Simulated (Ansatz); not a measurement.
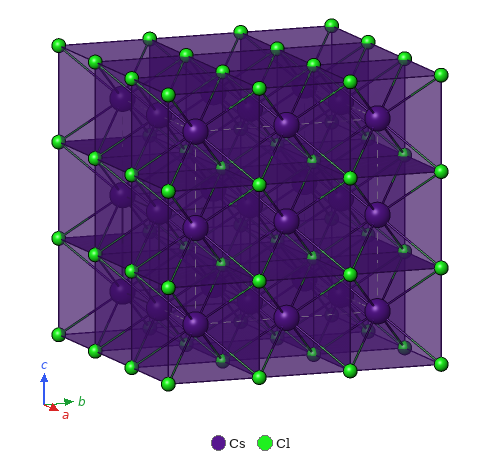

Polyhedra are drawn about Cs (bonds: Cl–Cs below 4 Å); other atoms are plain spheres.

CsCl (space group Pm-3m, No. 221). Coordinates: the input geometry of an electronic-structure calculation (not necessarily at equilibrium).

**What figure surrounds each Cs atom, and what does it share with the other drawn polyhedra?**

Cs: CsCl8 cube, sharing corners with eight neighbours, edges with twelve neighbours and faces with six neighbours.

**How do these polyhedra hang together as a whole?**

They form a three-dimensional framework of corner-, edge- and face-sharing cubes.

**How far apart are the centres of linked polyhedra?**

Centre to centre across a shared corner: 7.17 Å; across a shared edge: 5.85 Å; across a shared face: 4.14 Å.
